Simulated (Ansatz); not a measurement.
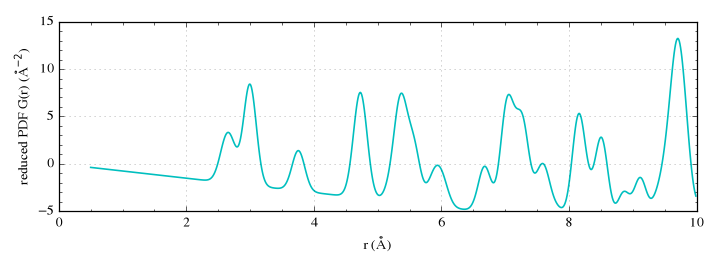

The curve is a calculated X-ray PDF: distances of the static structure, each pair weighted by the product of the atomic numbers (X-ray weights at Q = 0), broadened by Gaussians with σ = 0.10 Å. No termination ripples are included.

Candidate structures:

A. 
```cif
data_structure
_symmetry_space_group_name_H-M 'P 1'
_symmetry_Int_Tables_number 1
_cell_length_a 4.6869
_cell_length_b 4.6869
_cell_length_c 2.6097
_cell_angle_alpha 90.000
_cell_angle_beta 90.000
_cell_angle_gamma 120.000
_cell_volume 49.65
loop_
_atom_site_label
_atom_site_type_symbol
_atom_site_fract_x
_atom_site_fract_y
_atom_site_fract_z
_atom_site_occupancy
W1 W 0.00000 0.00000 0.00000 1
W2 W 0.33333 0.66667 0.50000 1
W3 W 0.66667 0.33333 0.50000 1
```

B. 
```
W
1.0
     5.86762    0.00000    0.00000
     0.00000    5.86762    0.00000
     0.00000    0.00000    5.86762
W
8
Direct
  0.75000 0.75000 0.75000
  0.00000 0.50000 0.00000
  0.75000 0.25000 0.25000
  0.00000 0.00000 0.50000
  0.25000 0.75000 0.25000
  0.50000 0.50000 0.50000
  0.25000 0.25000 0.75000
  0.50000 0.00000 0.00000
```

Origins: A, the input geometry of an electronic-structure calculation (not necessarily at equilibrium); the starting structure was generated, so it need not be a known form of this composition; B, coordinates from a relaxation with DFT, RPBE, plane waves (420 eV) with PAW, scalar-relativistic in Ansatz 0.2.0; the starting structure was generated, so it need not be a known form of this composition.

Q: From which structure was the curve computed?

A: Candidate A, W, P6/mmm (first clear peaks at 2.66 Å (W–W) and 3.00 Å (W–W)). B would give first clear peaks at 2.54 Å (W–W) and 4.15 Å (W–W).
